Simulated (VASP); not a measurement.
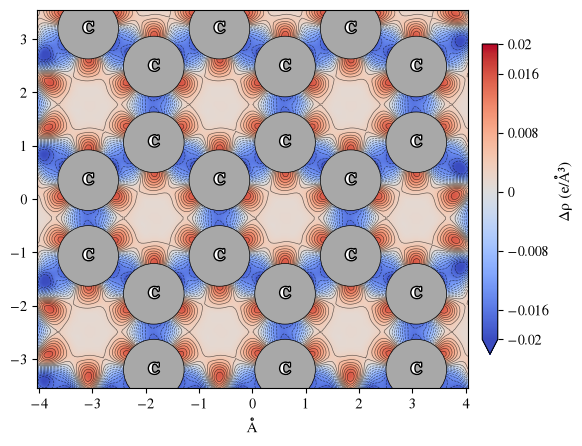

C. Difference of the valence pseudo-densities of two functionals at the same geometry, on the (001) plane of the calculation cell: r2SCAN less SCAN.

Both computed with VASP (plane waves, PAW), on the same k-point mesh. Grey discs cover the atomic cores.

### What does the difference map show?

Against SCAN, r2SCAN gives a change of −0.016 e/Å³ at the midpoint of C–C.
